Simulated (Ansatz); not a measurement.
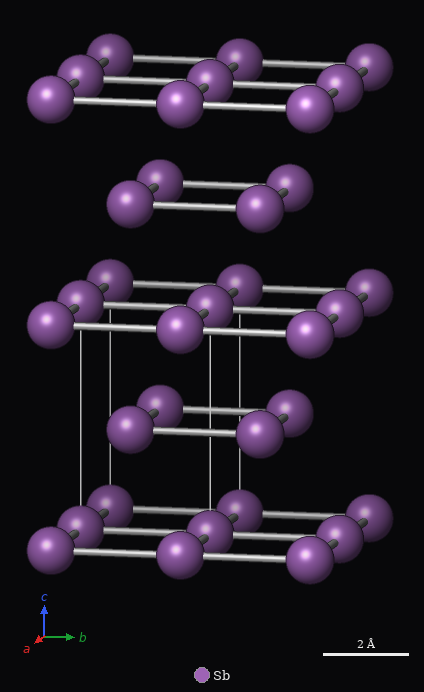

Reference structure: a symmetric starting cell of Sb. A ball-and-stick model of the conventional cell (2 times the calculation's cell), repeated 2 × 2 × 2 with one cell outlined, seen slightly off an axis. Lengths and directions refer to the drawn axes.

Computed with Ansatz 0.2.0, DFT PBEsol, scalar-relativistic, plane waves, PAW. Set-up: plane-wave cutoff 420 eV; k-point mesh 18 × 18 × 18; occupations gaussian; smearing width 0.1 eV; no spin polarisation.

The variant: The cell is strained by −1.2 % along c and +1.8 % across it (volume +2.5 %), the atoms keeping their fractional coordinates. No relaxation follows. The starting cell wasn't computed here and needn't be at equilibrium, so pressure and forces aren't due to the change alone.

Predict the response.

Answer. The pressure is −2.7 GPa (not all of it need come from the change, since the unchanged cell can be under pressure at this level too). The principal stresses (compression positive) are −1.9 GPa along c and −3.1 GPa across it. All forces vanish by symmetry. Among the bonded contacts that change: Sb–Sb 3.153 → 3.211 Å. The space group stays I4/mmm (No. 139).

The changed structure in the same view:

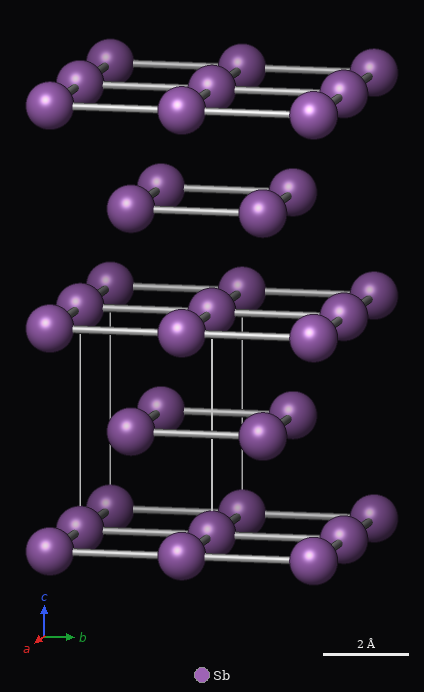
